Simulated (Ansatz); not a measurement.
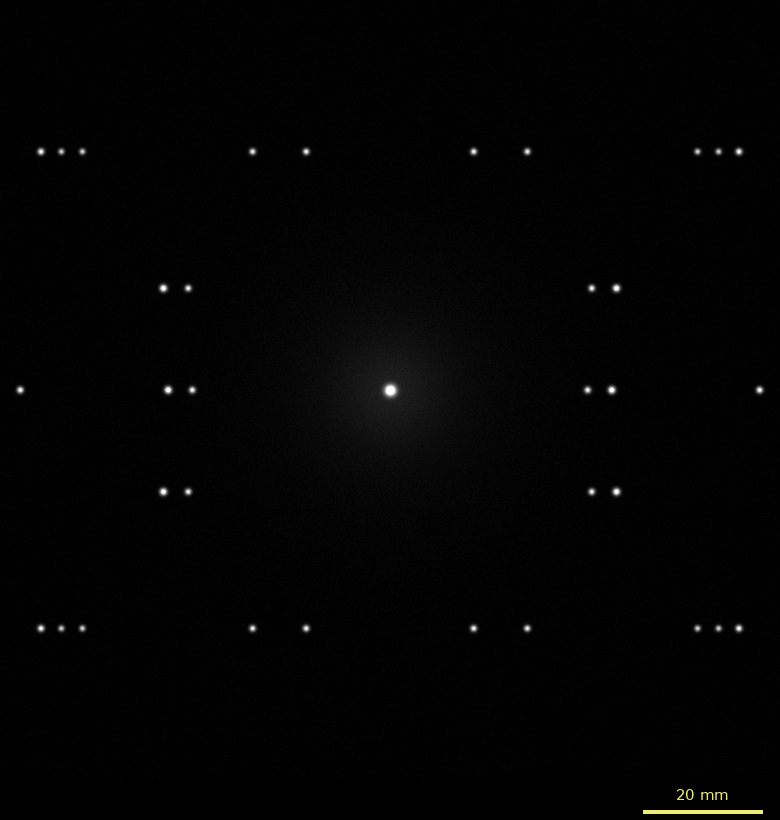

Simulated X-ray rotation photograph: Cu Kα radiation (λ = 1.5418 Å), cylindrical film of radius 57.3 mm unrolled, rotation axis vertical and normal to the beam, kinematic intensities without Lorentz or polarisation factors, the film spanning ±63° about the beam; spots down to d = 1.43 Å.

Q: Measure the layer lines and find the identity period along the axis.

A: The first layer line lies 17.2 mm from the equator, so tan ν = 0.300, sin ν = 0.287 and the period is λ/sin ν = 5.36 Å. Further lines follow at 40.3 mm.

The crystal is Nb, space group Pm-3n (No. 223), a = 5.36 Å. Structure: the input geometry of an electronic-structure calculation (not necessarily at equilibrium); the starting structure was generated, so it need not be a known form of this composition.

Q: About which axis was it rotated?

A: About [001] (or an equivalent direction), whose length in the conventional cell is 5.364 Å.
